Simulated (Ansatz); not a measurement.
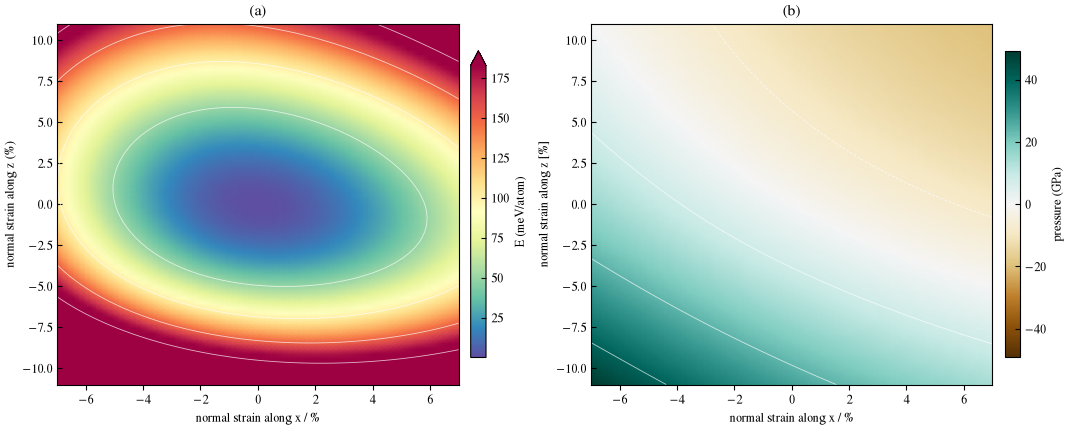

ZrB (Fm-3m, No. 225; 2 atoms in the cell). 
- The energy is mapped over two homogeneous strains (x, y and z along the cube axes).
- Coordinates scanned: (1) normal strain along x; (2) normal strain along z.
- Nothing is relaxed (symmetry fixes all fractional coordinates).
- The grid has 7 × 7 points.
- Points are written as (first, second).
- Energies are in meV/atom, from the lowest grid point.
- All numbers below come from Ansatz 0.2.0, DFT LDA, scalar-relativistic, plane waves, PAW. Settings: cutoff 520 eV, k-mesh 16×16×16, gaussian smearing 0.15 eV, no spin polarisation.

Panel (a) is the energy and panel (b) the computed pressure on the same grid.

Drawn: a smooth colour map with a few white contour lines, one colour for all values above the top of the scale. Between grid points the surface is interpolated.

How does the pressure vary over the map, and what is it at the lowest grid point?

Answer. It runs from −20 GPa at (7.00 %, 11.0 %) to 49 GPa at (−7.00 %, −11.0 %). At the lowest grid point, (0.00 %, 0.0 %), it is 0 GPa.
